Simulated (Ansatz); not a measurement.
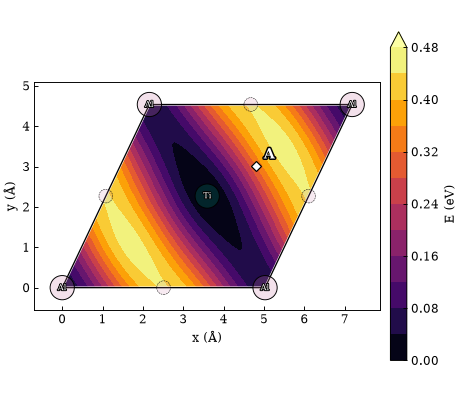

H on a TiAl₃(110) slab cut from the I4/mmm phase, its upper half relaxed before the scan (8 atoms of substrate and one adsorbate in a 1 × 1 cell). H is moved over the surface cell at a fixed height above a rigid substrate; the origin of the map has the adsorbate above Al8; the height is held at 2.80 Å. Places are given modulo a cell vector. The map is drawn in real space over the plane of the surface. Grid: 6 × 6 points; 13 points were computed and 23 follow by symmetry. Energies: eV, counted from the lowest grid point. The runs have no spin polarisation, so an open-shell adsorbate far from the surface lies too high. With one adsorbate in each 1 × 1 cell, its nearest image is 5.0 Å away, so neighbouring adsorbates interact. At a fixed height the lowest place need not be the adsorption site. Level of theory: DFT PBE+D3(BJ), scalar-relativistic, plane waves, PAW in Ansatz. Settings: cutoff 420 eV, k-mesh 6×6×1, gaussian smearing 0.1 eV, no spin polarisation.

The picture shows filled contours, labelled circles for the atoms of the top layer and small ones for the second layer, the outline of one cell of the plane, one colour for all values above the top of the scale, the point A. Between grid points the surface is interpolated.

Question: Which way does the force act at A, and how strong is it?

Answer: A, at (4/6, 4/6) of the cell vectors, is not a stationary point. The computed force is 0.3 eV/Å in the plane, pointing down and left in the picture (components −0.25 and −0.16 eV/Å).

PAW datasets: the set soft_1.
